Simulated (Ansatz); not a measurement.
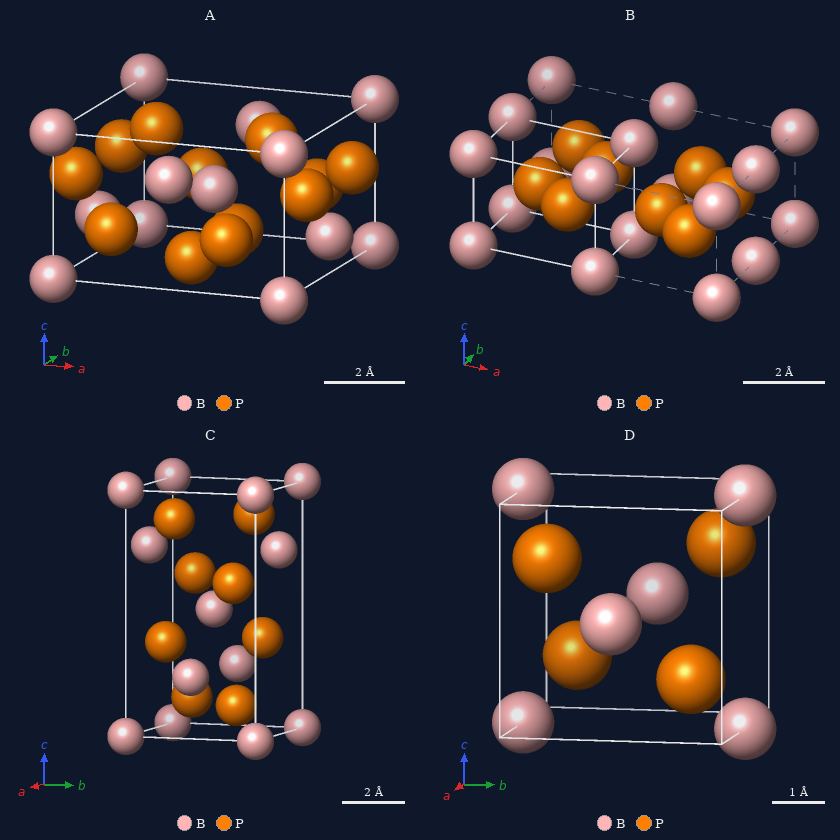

Four structures of BP2, each relaxed to rest (conventional cells in solid outline, small ones repeated, each panel with its own scale). Method: DFT PBE, scalar-relativistic, plane waves, PAW (Ansatz 0.2.0), without spin polarisation.

**Name the structure in each panel.**

A: 12 atoms a cell on a body-centred tetragonal lattice, I4_1/amd; B: AlB₂ type, P6/mmm; C: 12 atoms a cell on a body-centred tetragonal lattice, I-42d; D: 6 atoms a cell on a primitive tetragonal lattice, P4_222.

**Rank them by energy, lowest first.**

C, then D (+42 meV/atom), A (+150 meV/atom) and B (+913 meV/atom), energies at zero smearing.

**Collect the results in a table.**

| panel | structure | E − E(lowest) (meV/atom) | volume (Å³/atom) | gap (eV) |
| --- | --- | --- | --- | --- |
| C | I-42d | 0 | 13.2 | metal |
| D | P4_222 | 42 | 14.6 | metal |
| A | I4_1/amd | 150 | 12.2 | metal |
| B | P6/mmm | 913 | 11.9 | metal |

Some of these may be structure types tried for this composition rather than known phases, and the most stable form need not be among them. Gaps are taken on the k-mesh or band path of each run.
